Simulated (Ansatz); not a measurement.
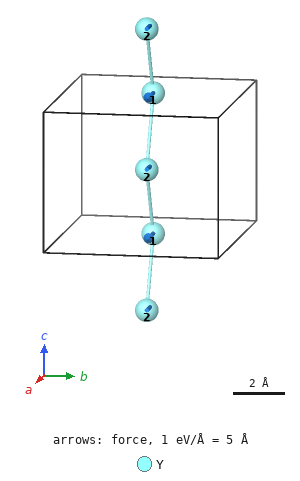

Starting geometry of a wire of composition Y with the computed forces as blue arrows. A ball-and-stick model of the cell of the calculation, with the vacuum cut short, seen slightly off an axis.

Case: zigzag chain of atoms.

The calculation used Ansatz 0.2.0, DFT PBEsol, scalar-relativistic, plane waves, PAW. Settings: plane-wave cutoff 420 eV; k-point mesh 1 × 1 × 12; occupations gaussian; smearing width 0.05 eV; collinear spin; cell relaxed at fixed a, b, alpha, beta, gamma; force threshold 0.01 eV/Å; at most 45 steps.

What follows when this structure is relaxed?

It isn't relaxed: the largest force vector, on Y atoms, is 0.27 eV/Å. The atoms end up moving mostly along the starting forces (cosine between the two patterns 1.00). The largest moves relative to the layer's centre, 0.051 Å, are those of Y1 and Y2. Along the periodic axis the drawn cell goes c 5.638 → 5.515 Å (−2.2 %). Near-neighbour distances that change, for instance: Y1–Y2 3.152 → 3.051 Å. Among the angles between lasting bonds that change: Y2–Y1–Y2 126.9° → 129.3°. After 4 accepted moves (5 points after the start) the energy has fallen by 35.9 meV per cell of the calculation. Largest force component: 0.27 eV/Å at the start, 0.0061 eV/Å at the end. The SCF was repeated once at an unchanged geometry on a basis and grid sized afresh for the cell, which shifted the energy by less than 0.05 meV per cell of the calculation at most. Cost: 59 s on 2 threads of AMD EPYC 7R43 64-Core Processor (Zen 3), on a shared host, peak memory 0.74 GiB.

Limits of the set-up: the k-point mesh is coarse for a cell with partly filled bands.
